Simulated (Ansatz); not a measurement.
# Energy of GaAs along a strain of the cell

System: GaAs (I-4m2, 2 atoms in the cell).
Method: DFT r2SCAN, scalar-relativistic, plane waves, PAW, no spin polarisation (Ansatz 0.2.0).

The 5 runs differ only in the geometry, by a strain of the cell at fixed fractional positions. Against run 3, the strain is εzz = η. The structure derives from an entry of the Crystallography Open Database.

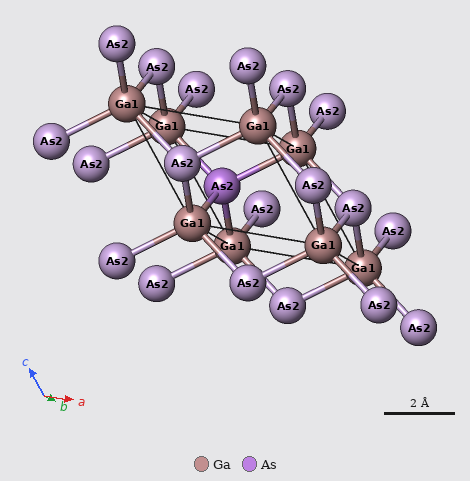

Figure 1. The structure of run 3 (ball-and-stick view of the reduced cell, seen at an oblique angle; neighbours outside the cell are drawn fainter; atoms are numbered from 1 in the order of the input).

## Input of run 3
```yaml
crystal:
  lattice:
    - [0.0, 2.82685, 2.8551185]
    - [2.82685, 0.0, 2.8551185]
    - [2.82685, 2.82685, 0.0]
  atoms:
    - { symbol: Ga, position: [0.0, 0.0, 0.0] }
    - { symbol: As, position: [0.75, 0.75, 0.75] }
basis:
  ecutwfc: 500
kpoints:
  mp_grid: { grid: [8, 8, 8] }
hamiltonian:
  xc: r2scan
scf:
  occupations: { method: gaussian, width: 0.05 }
output:
  forces: true
  stress: true
  eigenvalues: true
```

Run 2 differs from it as follows:
```diff
-    - [0.0, 2.82685, 2.8551185]
-    - [2.82685, 0.0, 2.8551185]
+    - [0.0, 2.82685, 2.770313]
+    - [2.82685, 0.0, 2.770313]
```

## Results, with one run withheld

| run | strain parameter η (%) | free energy per atom, from the lowest run given (meV) | pressure (GPa) | gap on the mesh (eV) |
| --- | --- | --- | --- | --- |
| 1 | −4.9505 | 16.62 | 3.81 | 1.18 |
| 2 | −2.9703 | ? | ? | ? |
| 3 | 0.0000 | 0.00 | −0.23 | 0.91 |
| 4 | 1.9802 | 5.17 | −1.58 | 0.71 |
| 5 | 2.9703 | 10.13 | −2.20 | 0.61 |

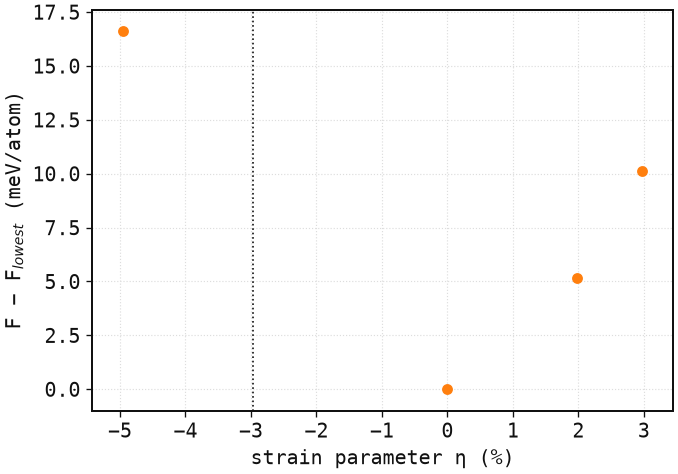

Figure 2. Free energy per atom of the runs given; the dotted line marks run 2.

Fit the runs given and predict run 2.

A quadratic polynomial in the coordinate, fitted to the 4 runs given, misses them by at most 0.06 meV per atom. With x = η − 0.0000, it reads F = 0.027462 + 0.8763 x + 0.85393 x² (meV per atom). At run 2 it gives 4.96 meV per atom, and the run itself gives 4.70. The fit has its minimum at η = −0.5131 %. The gap on the mesh goes, without turning, from 1.18 eV in run 1 to 0.61 eV in run 5; run 2 has 1.10 eV. These are gaps of this functional on this mesh, which can miss the band edges; they aren't the measured gap.

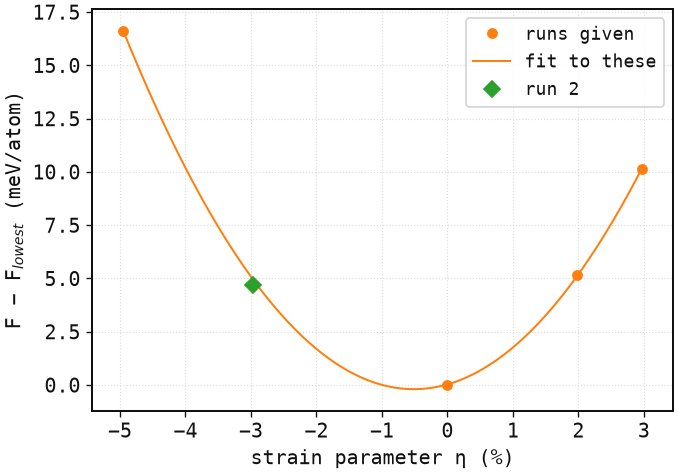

Figure 3. The fit and the withheld run.

## Output, shortened to warnings, some set-up lines, iterations and results (run 2)
```
Basis set: ecut = 500 eV, 1115 PW (Γ), exchange–correlation on 120×120×120 points (64 copies of the dense FFT grid, shifted against one another)
Symmetry: 8 space group operations
k-points: 59 of 512 (time reversal used)
Initial density: superposition of atomic densities (neutral atoms: chi_scale 0, normalization atom), corrected by the library's trained network
[...]
SCF iter   1: F=—  HF=-8655.733801 eV  |F-HF|=—  |Δ(HF+E_count)|=         —  Δρ=8.03e-3  dr2=1.08e-2  dr2_τ=4.80e-3  ethr=1.77e-3  ⟨swp⟩=5.4  Hψ=5178  notcnv=0
SCF iter   2: F=—  HF=-8655.744532 eV  |F-HF|=—  |Δ(HF+E_count)|=   1.07e-2  Δρ=1.66e-3  dr2=1.43e-3  dr2_τ=3.70e-5  ethr=3.85e-5  ⟨swp⟩=2.0  Hψ=2596  notcnv=0
SCF iter   3: F=—  HF=-8655.744089 eV  |F-HF|=—  |Δ(HF+E_count)|=   4.43e-4  Δρ=1.54e-3  dr2=3.81e-4  dr2_τ=3.26e-6  ethr=5.10e-6  ⟨swp⟩=2.0  Hψ=1605  notcnv=0
SCF iter   4: F=—  HF=-8655.744285 eV  |F-HF|=—  |Δ(HF+E_count)|=   1.96e-4  Δρ=2.78e-4  dr2=2.06e-5  dr2_τ=4.66e-7  ethr=1.36e-6  ⟨swp⟩=3.0  Hψ=1960  notcnv=0
SCF iter   5: F=—  HF=-8655.744273 eV  |F-HF|=—  |Δ(HF+E_count)|=   1.12e-5  Δρ=5.15e-5  dr2=1.48e-6  dr2_τ=1.13e-8  ethr=7.36e-8  ⟨swp⟩=2.0  Hψ=1888  notcnv=0
SCF iter   6: F=—  HF=-8655.744273 eV  |F-HF|=—  |Δ(HF+E_count)|=   4.75e-7  Δρ=1.77e-5  dr2=1.90e-7  dr2_τ=3.31e-9  ethr=5.29e-9  ⟨swp⟩=2.0  Hψ=1888  notcnv=0
SCF iter   7: F=-8655.744273 eV  HF=-8655.744273 eV  |F-HF|=6.45e-9  |Δ(HF+E_count)|=   3.23e-8  Δρ=4.39e-6  dr2=1.24e-8  dr2_τ=4.30e-11  ethr=3.57e-10  ⟨swp⟩=4.9  Hψ=4067  …
SCF 1 converged in 7 iterations: F = -8655.744273 eV  dr2 = 1.24e-8
SCF converged after 7 iterations
Free energy (F): -8655.744273 eV
Harris-Foulkes:  -8655.744273 eV  (|F-HF|=6.45e-9)
Internal energy: -8655.744273 eV  (E = F + TS)
E sigma→0 (E₀):  -8655.744273 eV
Fermi energy:    8.845016 eV
--- Per-component energies (eV) ---
  E_band       = -324.409813
  E_kinetic    = 219.210467
  E_local      = -3889.425886  (includes V_loc(G=0)·N_el)
  E_nonlocal   = -242.946328
  E_hartree    = 1965.494401
  E_xc         = -136.974745
  E_vxc        = -144.421923  (∫ρ·V_xc dr)
  E_paw        = -3851.860774  (= ΣΔE_a)
  E_vpaw       = -205.342102  (= ΣTr[D̂ρ^β])
  E_aug_tail   = -0.000044  (compensation charges beyond the density's cutoff)
  E_vtau       = 7.527585  (kinetic-family band-sum trace: ∫τ·v_τ [+ j·A + Jᵃ·Aᵃ] dr)
  E_ewald      = -2717.130887
  E_core_change = -2.110478  (= ΣΔE_core)
  E_smearing   = -0.000000  (= −TS)
  E_closure    = -0.000000  (closes the sum)
  Σ components = -8655.744273   (vs F -8655.744273, Δ=0.00e0)
--- Forces (eV/Å), atoms counted from 1 ---
  atom   1  Ga    -0.00000000     0.00000000    -0.00000000
  atom   2  As     0.00000000     0.00000000     0.00000000
  max |Σ_I F_I| component: 1.04e-16 eV/Å
--- Stress (GPa, compression-positive) ---
        1.632033      -0.000000       0.000000
       -0.000000       1.632033       0.000000
        0.000000       0.000000       2.952364
  P = ⅓ Tr σ = 2.0721 GPa (20.721 kbar)
```
